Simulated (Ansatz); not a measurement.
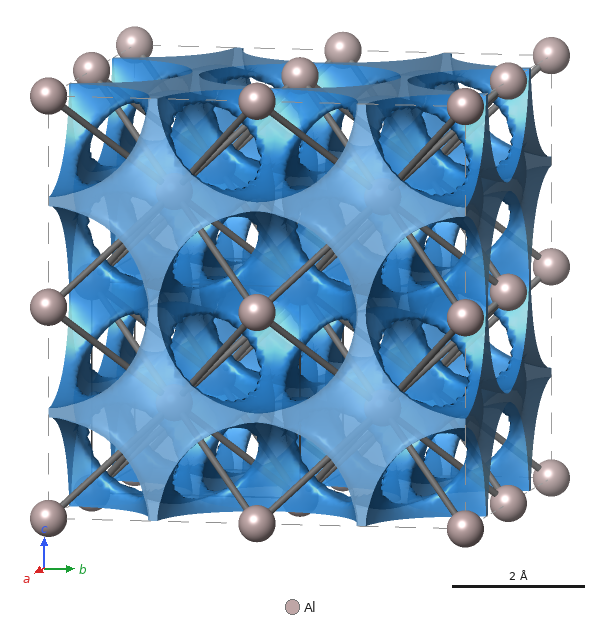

The blue surface encloses the points that the centre of a probe sphere of radius 0.10 Å can occupy in Al (Im-3m, No. 229), computed on a grid of about 0.13 Å (2×2×2 cells shown, view slightly off an axis; pale faces close the region where the box cuts it).

Hard-sphere model; metallic radii: Al 1.43 Å.

Source of the atomic positions: the geometry relaxed with DFT PBE, scalar-relativistic, plane waves, PAW (Ansatz).

```
Al
1.0
     3.23645    0.00000    0.00000
     0.00000    3.23645    0.00000
     0.00000    0.00000    3.23645
Al
2
Direct
  0.00000 0.00000 0.00000
  0.50000 0.50000 0.50000
```

Q: Describe the connectivity of the accessible space.

A: Where they connect, they form a three-dimensional network.

Q: What share of the cell can the probe's centre reach?

A: About 15 % of the volume (5.1 Å³ of 33.9 Å³).

Q: Give the largest included and the largest free sphere.

A: The largest sphere that fits anywhere has a diameter of 0.76 Å; the largest that can travel through the crystal, about 0.6 Å.

Q: How does the connectivity change as the probe shrinks?

A: Below a radius of about 0.29 Å the space forms a three-dimensional network. These are grid estimates, good to about 0.05 Å.
